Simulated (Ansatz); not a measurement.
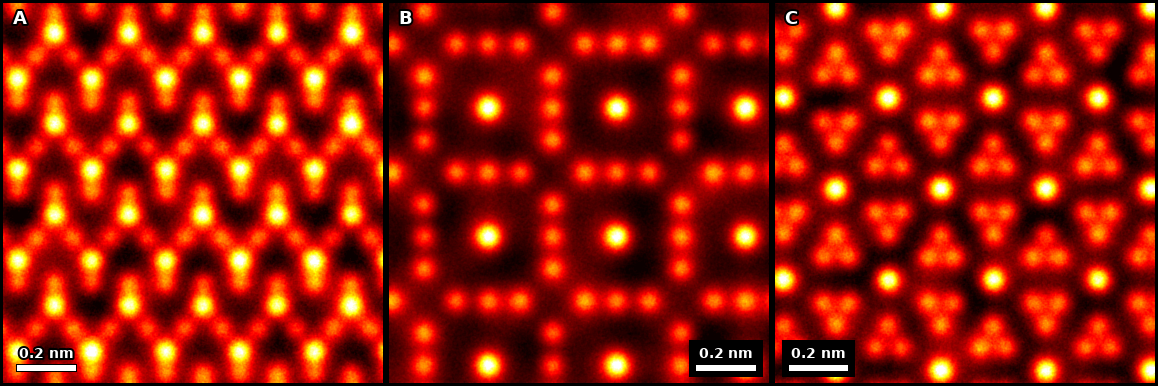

Three views of Co (Pm-3n, No. 223) along different zone axes. Simulated as the projected potential of neutral atoms (B = 0.5 Å²) blurred by a 0.50 Å probe, the thin-sample limit of integrated differential phase contrast. Shot noise and the speckle of an amorphous layer were added. Model: the geometry relaxed with Ansatz 0.2.0, DFT, PBE, plane waves (420 eV) with PAW, scalar-relativistic; the starting structure was generated, so it need not be a known form of this composition.

```cif
data_structure
_symmetry_space_group_name_H-M 'Pm-3n'
_symmetry_Int_Tables_number 223
_cell_length_a 4.3974
_cell_length_b 4.3974
_cell_length_c 4.3974
_cell_angle_alpha 90.000
_cell_angle_beta 90.000
_cell_angle_gamma 90.000
_cell_volume 85.03
loop_
_atom_site_label
_atom_site_type_symbol
_atom_site_symmetry_multiplicity
_atom_site_Wyckoff_symbol
_atom_site_fract_x
_atom_site_fract_y
_atom_site_fract_z
_atom_site_occupancy
Co1 Co 2 a 0.00000 0.00000 0.00000 1
Co2 Co 6 c 0.25000 0.00000 0.50000 1
```

Match the panels to the zone axes [001], [111] and [211].

A is [211]: projected cell 2.54 × 3.11 Å, 90°, plane group p2mg. B is [001]: projected cell 4.40 × 4.40 Å, 90°, plane group p4mm. C is [111]: projected cell 3.59 × 3.59 Å, 120°, plane group p6mm.
